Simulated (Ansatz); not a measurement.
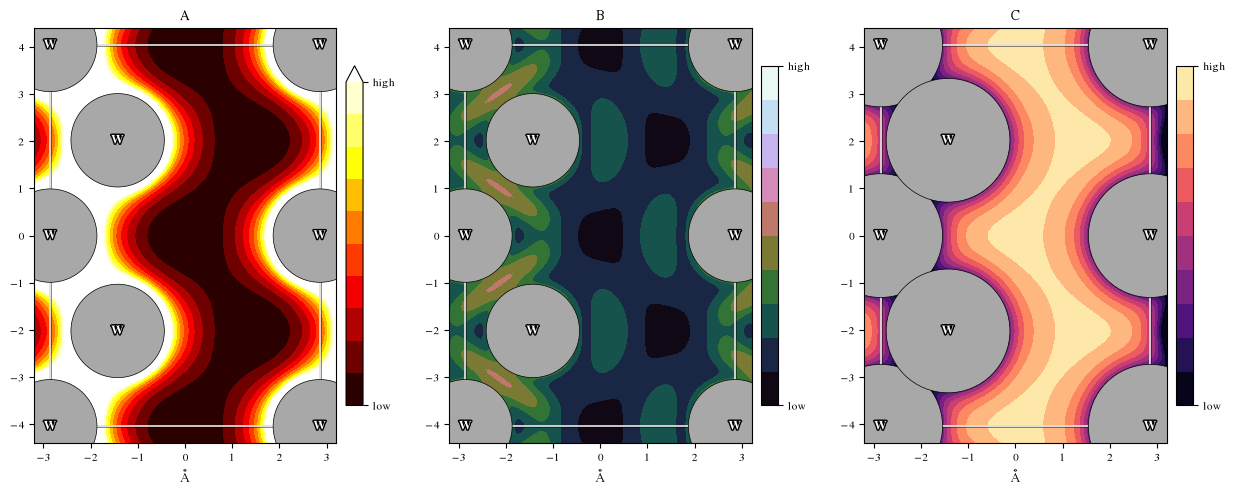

W: 3 fields on the (011) plane of the conventional cell, with unlabelled colour scales. Grey discs cover the atomic cores.

Space group Fd-3m; set up as W, diamond; a generated structure, not necessarily the stable one; changed on purpose from its base cell (volume × 0.96); computed pressure about 6 GPa in this cell.

The calculation used Ansatz 0.2.0, DFT, r2SCAN, plane waves (500 eV) with PAW, scalar-relativistic.

Question: Which field does each panel show? The fields are: electron localisation function, electrostatic potential energy of an electron and valence pseudo-density.

Answer: Panel A: valence pseudo-density. Panel B: electron localisation function. Panel C: electrostatic potential energy of an electron (low next to the atoms, rising into the space between them).
